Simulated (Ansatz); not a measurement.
SnO: geometry relaxation (part 2 of 2)

The same run, continued: SnO (P4/nmm, 4 atoms in the cell); DFT r2SCAN, scalar-relativistic, plane waves, PAW, no spin polarisation (Ansatz 0.2.0); cutoff 500 eV, 10×10×8 k-mesh, Gaussian smearing of 0.01 eV. The structure derives from an entry of the Crystallography Open Database.

Geometry of the input (Å; fractional positions):
```
3.8020  0.0000  0.0000
0.0000  3.8020  0.0000
0.0000  0.0000  4.8360
Sn 0.0000  0.5000  0.2385
Sn 0.5000  0.0000  0.7615
O  0.0000  0.0000  0.0000
O  0.5000  0.5000  0.0000
```

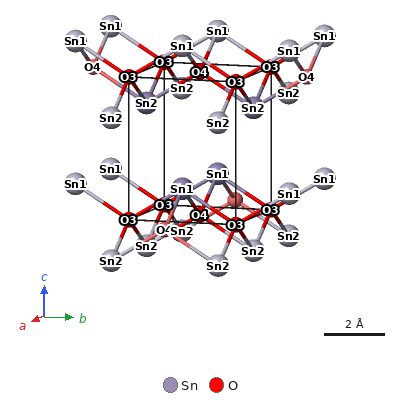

**Figure 1.** The geometry at step 3 of the log (ball-and-stick view of the cell of the calculation, seen slightly off an axis; neighbours outside the cell are drawn fainter; atoms are numbered from 1 in the order of the input).

Output, continued
```
SCF iter   1: F=—  HF=-13214.692147 eV  |F-HF|=—  |Δ(HF+E_count)|=         —  Δρ=1.44e-4  dr2=4.38e-7  dr2_τ=6.56e-7  ethr=1.14e-7  ⟨swp⟩=3.2  Hψ=18378  notcnv=0
preconditioner: auto → Resta (q_TF=auto, 2.476 Å⁻¹)  ε∞=3.1  [insulator: Δε(μ)=0.361 eV  Ē_g=19.051 eV  σ=0.010 eV  W_gap=1.00  n_scr=18 (ndim 8)  ℏωp=27.8 eV  f_vac=0.023  D(μ)=0.00/eV (n_scr^D=0)  ε∞_Penn≈3.1]
SCF iter   2: F=—  HF=-13214.692239 eV  |F-HF|=—  |Δ(HF+E_count)|=   9.14e-5  Δρ=7.29e-5  dr2=1.25e-7  dr2_τ=1.57e-6  ethr=1.10e-9  ⟨swp⟩=2.3  Hψ=4298  notcnv=0
SCF iter   3: F=—  HF=-13214.692270 eV  |F-HF|=—  |Δ(HF+E_count)|=   3.12e-5  Δρ=6.55e-6  dr2=2.43e-8  dr2_τ=3.21e-9  ethr=3.12e-10  ⟨swp⟩=2.0  Hψ=3600  notcnv=0
SCF iter   4: F=—  HF=-13214.692270 eV  |F-HF|=—  |Δ(HF+E_count)|=  9.51e-10  Δρ=1.83e-6  dr2=1.99e-9  dr2_τ=7.90e-11  ethr=6.08e-11  ⟨swp⟩=2.0  Hψ=3224  notcnv=0
SCF iter   5: F=—  HF=-13214.692270 eV  |F-HF|=—  |Δ(HF+E_count)|=   2.43e-9  Δρ=1.18e-6  dr2=1.00e-9  dr2_τ=8.33e-11  ethr=4.98e-12  ⟨swp⟩=3.0  Hψ=5485  notcnv=0
SCF iter   6: F=—  HF=-13214.692270 eV  |F-HF|=—  |Δ(HF+E_count)|=  6.91e-11  Δρ=2.78e-7  dr2=5.11e-11  dr2_τ=1.46e-12  ethr=2.50e-12  ⟨swp⟩=2.0  Hψ=3205  notcnv=0
SCF iter   7: F=-13214.692270 eV  HF=-13214.692270 eV  |F-HF|=1.09e-11  |Δ(HF+E_count)|=  5.46e-12  Δρ=5.91e-8  dr2=1.92e-12  dr2_τ=9.85e-14  ethr=1.00e-12  ⟨swp⟩=5.1  Hψ=8801  notcnv=0
SCF 6 converged in 7 iterations: F = -13214.692270 eV  dr2 = 1.92e-12
relax step   6: F+E_penalty+E_count = -13214.69227008 eV  Δ(F+E_penalty+E_count) = -4.383e-4 eV  max|allowed force component| = 6.674e-4 eV/Å  Δτ_max = 0.0000 Å  P = +0.002 GPa  Ω = 71.550 Å³  stress off target by 1.71e-2 GPa  SCF on the basis re-selected at this cell (its energy is not comparable with the rows above)  (7 SCF iters)
```

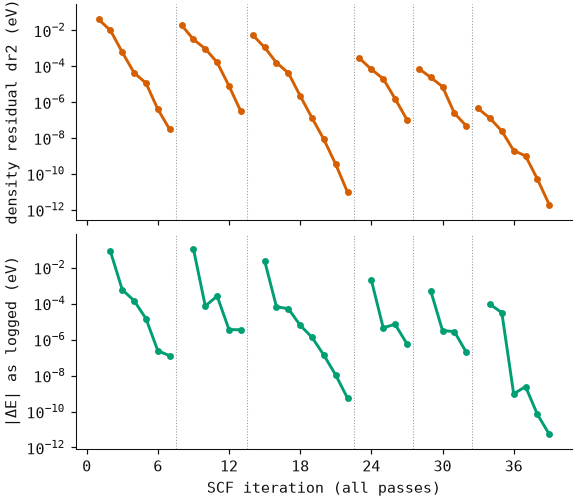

**Figure 2.** Convergence of the self-consistent field: density residual dr2 and size of the energy change against the SCF iteration. The dotted lines part the SCF passes of the relaxation: geometry steps, rejected trials and re-solves on a re-selected basis. The 6 passes take 5 to 9 iterations each, 39 in all.

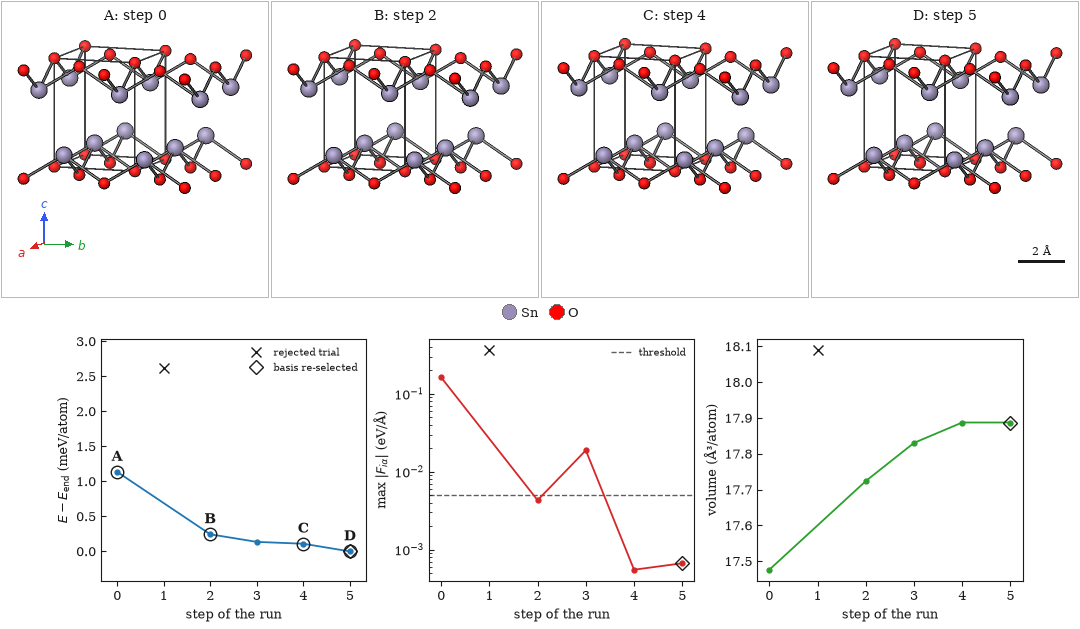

**Figure 3.** Frames of the relaxation (ball-and-stick view of the cell of the calculation, repeated 2 × 2 × 1, seen slightly off an axis) above the curves, on which the letters mark them (the first geometry is step 0 here and step 1 in the log).

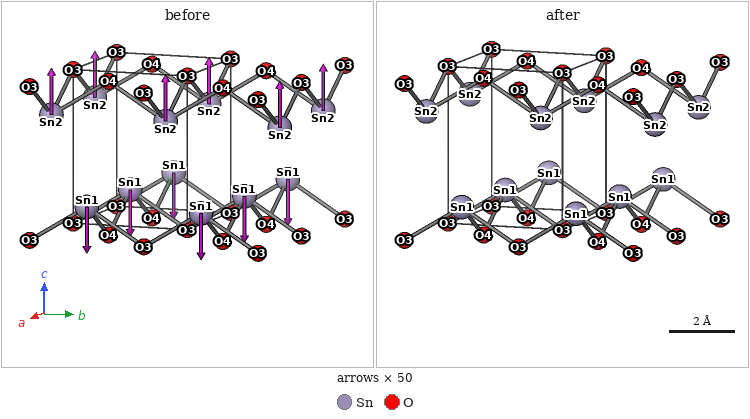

**Figure 4.** Before (left) and after (right) the relaxation, at one scale (ball-and-stick view of the cell of the calculation, repeated 2 × 2 × 1, seen slightly off an axis). The pink arrows give the displacements (without the part carried along by the change of the cell), magnified 50 times. The largest moves relative to the cell, 0.030 Å, are those of Sn1 and Sn2. O stays in place. Cell: a = b 3.802 → 3.808 Å (+0.2 %), c 4.836 → 4.934 Å (+2.0 %). Volume +2.4 %. The space group stays P4/nmm (No. 129). The energy falls by 1.0 meV per atom in 4 geometry steps. The largest force component goes from 0.16 to 0.00067 eV/Å. Pressure: 0.08 GPa at the start and 0.00 GPa at the end. The line search rejected the trial step at point 1 (counted from 0) and went back. A last SCF at the same geometry on a re-selected plane-wave basis shifts the energy by −0.1 meV per atom. (Atoms are counted from 1 in the order of the input.)

```
basis re-selected at this cell: Δ(F+E_penalty+E_count) = -4.383e-4 eV, ΔP = -0.001 GPa vs the last step (what re-selecting the basis moved, of the pressure what is left beyond the Pulay correction that the steps carried, after the strain that the cell walked since its last selection, with what the two solves' SCF thresholds leave and, on support functions, any second-order correction that the steps lacked; it is no measure of the basis error at this ecutwfc). This SCF's stress stands 1.71e-2 GPa from its target on what of the cell is left free (relax.cell.stress_tol is 5.00e-2 GPa) and its largest allowed force component is 6.67e-4 eV/Å (relax.f_tol is 5.00e-3 eV/Å): within both
SCF converged after 7 iterations
Free energy (F): -13214.692270 eV
Harris-Foulkes:  -13214.692270 eV  (|F-HF|=1.09e-11)
Internal energy: -13214.692270 eV  (E = F + TS)
E sigma→0 (E₀):  -13214.692270 eV
Fermi energy:    9.838420 eV
--- Per-component energies (eV) ---
  E_band       = -224.343391
  E_kinetic    = 726.012439
  E_local      = -2765.306168  (includes V_loc(G=0)·N_el)
  E_nonlocal   = 29.981189
  E_hartree    = 1490.235709
  E_xc         = -896.589946
  E_vxc        = -420.012349  (∫ρ·V_xc dr)
  E_paw        = -8638.954631  (= ΣΔE_a)
  E_vpaw       = -801.873240  (= ΣTr[D̂ρ^β])
  E_aug_tail   = 0.001981  (compensation charges beyond the density's cutoff)
  E_vtau       = 26.381401  (kinetic-family band-sum trace: ∫τ·v_τ [+ j·A + Jᵃ·Aᵃ] dr)
  E_ewald      = -3161.479601
  E_core_change = 1.406758  (= ΣΔE_core)
  E_smearing   = -0.000000  (= −TS)
  E_closure    = -0.000000  (closes the sum)
  Σ components = -13214.692270   (vs F -13214.692270, Δ=0.00e0)
--- Forces (eV/Å), atoms counted from 1 ---
  atom   1  Sn     0.00000000     0.00000000    -0.00066742
  atom   2  Sn     0.00000000     0.00000000     0.00066742
  atom   3  O      0.00000000     0.00000000     0.00000000
  atom   4  O      0.00000000     0.00000000     0.00000000
  max |Σ_I F_I| component: 0.00e0 eV/Å
--- Stress (GPa, compression-positive) ---
       -0.005770       0.000000       0.000000
        0.000000      -0.005770       0.000000
        0.000000       0.000000       0.017084
  P = ⅓ Tr σ = 0.0018 GPa (0.018 kbar)
--- Band table (eV; the first three rows and the last of 105) ---
  k-point 0: bands = ["-13.3139", "-12.7674", "-12.7514", "-12.7514", "-12.7223", "-12.6914", "-12.6712", "-12.6704", "-12.6275", "-12.6275", "-11.8611", "-9.1751", "1.6523", "2.8181", "2.9865", "2.9865", "5.8034", "6.1070", "6.1070", "9.6582", "12.0342", "14.0754", "14.6737", "14.6737"]
  k-point 1: bands = ["-13.3120", "-12.7693", "-12.7481", "-12.7481", "-12.7208", "-12.6918", "-12.6719", "-12.6714", "-12.6312", "-12.6312", "-11.8564", "-9.1752", "1.2470", "2.9999", "2.9999", "3.3873", "5.7956", "6.1052", "6.1052", "9.4845", "11.8500", "14.1613", "14.1613", "14.1786"]
  k-point 2: bands = ["-13.3075", "-12.7740", "-12.7391", "-12.7391", "-12.7167", "-12.6925", "-12.6760", "-12.6718", "-12.6411", "-12.6411", "-11.8452", "-9.1752", "0.7106", "3.0326", "3.0326", "4.4081", "5.7768", "6.1004", "6.1004", "8.9056", "11.6468", "13.5246", "13.5246", "14.0789"]
  k-point 104: bands = ["-13.2172", "-13.2172", "-12.7334", "-12.7334", "-12.7014", "-12.7014", "-12.6556", "-12.6556", "-12.6193", "-12.6193", "-10.0614", "-10.0614", "0.3360", "0.3360", "3.7526", "3.7526", "6.7806", "6.7806", "6.8678", "6.8678", "12.2208", "12.2208", "13.8749", "13.8749"]
--- Relaxed structure (5 steps of the walk, 4 accepted, 1 SCFs on fresh bases) ---
  F+E_penalty+E_count = -13214.69227008 eV   max|allowed force component| = 6.674e-4 eV/Å   (the final SCF, on the basis selected at the relaxed cell)
  cell:  # Å, volume = 71.5501 Å³
    - [3.8080256424454686, -1.5553345236292344e-34, 0.0]
    - [-1.5553345236292344e-34, 3.8080256424454686, 0.0]
    - [0.0, 0.0, 4.93413127738137]
  atoms:
    - { symbol: Sn, position: [2.720765462187305e-36, 0.49999999999999994, 0.23246599258169626] }
    - { symbol: Sn, position: [0.49999999999999994, -1.4840538884657858e-37, 0.7675340074183035] }
    - { symbol: O, position: [-2.0282069809032628e-36, 4.946846294886006e-38, -1.4934320288362557e-35] }
    - { symbol: O, position: [0.49999999999999994, 0.49999999999999994, 4.978106762787519e-36] }
```

Trajectory as extended XYZ (Å, eV, eV/Å), 6 frames, from step=1 to step=6
```
4
Lattice="3.8020 0.0000 0.0000 0.0000 3.8020 0.0000 0.0000 0.0000 4.8360" Properties=species:S:1:pos:R:3:forces:R:3 step=1 energy=-13214.68773 pressure_GPa=0.08
Sn    0.0000    1.9010    1.1534    0.0000   0.0000  -0.1624
Sn    1.9010    0.0000    3.6826    0.0000   0.0000   0.1624
O     0.0000    0.0000    0.0000    0.0000   0.0000   0.0000
O     1.9010    1.9010    0.0000    0.0000   0.0000   0.0000
4
Lattice="3.8305 0.0000 0.0000 0.0000 3.8305 0.0000 0.0000 0.0000 4.9318" Properties=species:S:1:pos:R:3:forces:R:3 step=2 energy=-13214.68180 pressure_GPa=0.41 accepted=F
Sn    0.0000    1.9152    1.1213    0.0000   0.0000   0.3664
Sn    1.9152    0.0000    3.8104    0.0000   0.0000  -0.3664
O     0.0000    0.0000    0.0000    0.0000   0.0000   0.0000
O     1.9152    1.9152    0.0000    0.0000   0.0000   0.0000
4
Lattice="3.8105 0.0000 0.0000 0.0000 3.8105 0.0000 0.0000 0.0000 4.8827" Properties=species:S:1:pos:R:3:forces:R:3 step=3 energy=-13214.69129 pressure_GPa=0.11
Sn    0.0000    1.9052    1.1443    0.0000   0.0000   0.0043
Sn    1.9052    0.0000    3.7384    0.0000   0.0000  -0.0043
O     0.0000    0.0000    0.0000    0.0000   0.0000   0.0000
O     1.9052    1.9052    0.0000    0.0000   0.0000   0.0000
4
Lattice="3.8102 0.0000 0.0000 0.0000 3.8102 0.0000 0.0000 0.0000 4.9129" Properties=species:S:1:pos:R:3:forces:R:3 step=4 energy=-13214.69173 pressure_GPa=0.06
Sn    0.0000    1.9051    1.1447    0.0000   0.0000   0.0188
Sn    1.9051    0.0000    3.7682    0.0000   0.0000  -0.0188
O     0.0000    0.0000    0.0000    0.0000   0.0000   0.0000
O     1.9051    1.9051    0.0000    0.0000   0.0000   0.0000
4
Lattice="3.8080 0.0000 0.0000 0.0000 3.8080 0.0000 0.0000 0.0000 4.9341" Properties=species:S:1:pos:R:3:forces:R:3 step=5 energy=-13214.69183 pressure_GPa=0.00
Sn    0.0000    1.9040    1.1470    0.0000   0.0000  -0.0006
Sn    1.9040    0.0000    3.7871    0.0000   0.0000   0.0006
O     0.0000    0.0000    0.0000    0.0000   0.0000   0.0000
O     1.9040    1.9040    0.0000    0.0000   0.0000   0.0000
4
Lattice="3.8080 0.0000 0.0000 0.0000 3.8080 0.0000 0.0000 0.0000 4.9341" Properties=species:S:1:pos:R:3:forces:R:3 step=6 energy=-13214.69227 pressure_GPa=0.00
Sn    0.0000    1.9040    1.1470    0.0000   0.0000  -0.0007
Sn    1.9040    0.0000    3.7871    0.0000   0.0000   0.0007
O     0.0000    0.0000    0.0000    0.0000   0.0000   0.0000
O     1.9040    1.9040    0.0000    0.0000   0.0000   0.0000
```

Summary

```tsv
quantity	value
outcome	converged
space group (tolerance 0.01 Å)	P4/nmm (129)
electrons treated	40
free energy	−13214.6923 eV
Fermi energy	9.838 eV
gap on the k-point mesh	0.36 eV
pressure	0.00 GPa
final volume	71.55 Å³
largest force (length of the vector) at the end	0.001 eV/Å
final cell	a = 3.808 Å, b = 3.808 Å, c = 4.934 Å, α = 90.00°, β = 90.00°, γ = 90.00°
hardware	2 threads of Intel Xeon (Sapphire Rapids), 192 GiB of memory available, shared host
wall time	53 s (CPU time 1.7 min)
peak memory	0.69 GiB
```
